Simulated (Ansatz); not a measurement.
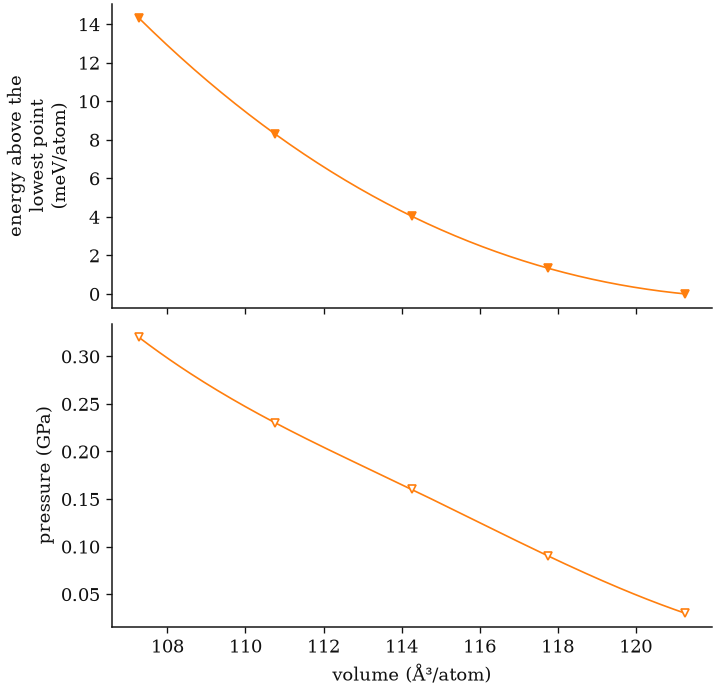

Plotted: energy above the lowest point and pressure against volume for Cs, space group Im-3m (No. 229) (one of a set of cubic test structures, which need not be the stable phase).

Computed with Ansatz 0.2.0 development build: equation of state of a cubic crystal from periodic Kohn-Sham density functional theory without spin; pressure corrected for the finite basis. Level: r2SCAN.

```json
{"setting": "structure type", "value": "bcc"}
{"setting": "atoms in cell", "value": "1"}
{"setting": "space group number", "value": "229"}
{"setting": "lattice centring", "value": "body-centred primitive"}
{"setting": "k mesh", "value": "8×8×8"}
{"setting": "occupation method", "value": "Fermi–Dirac"}
{"setting": "occupation width", "value": "0.1 eV"}
{"setting": "wave cutoff", "value": "500 eV"}
{"setting": "datasets", "value": "soft-1 PAW"}
{"setting": "density tolerance", "value": "1.1e-07 eV"}
{"setting": "bands", "value": "9"}
{"setting": "density cutoff ratio", "value": "4"}
{"setting": "search for lower states", "value": "default"}
```

**How does the energy above the lowest point vary with volume?**

It falls from 14.3 meV/atom at volume 107.3 Å³/atom to 0.0 meV/atom at 121.3 Å³/atom.

**Read off the course of the pressure.**

It falls from 0.32 GPa at volume 107.3 Å³/atom to 0.03 GPa at 121.3 Å³/atom.

Limits of the calculation: the volumes run don't bracket the minimum of the energy, so any equilibrium value is extrapolated.
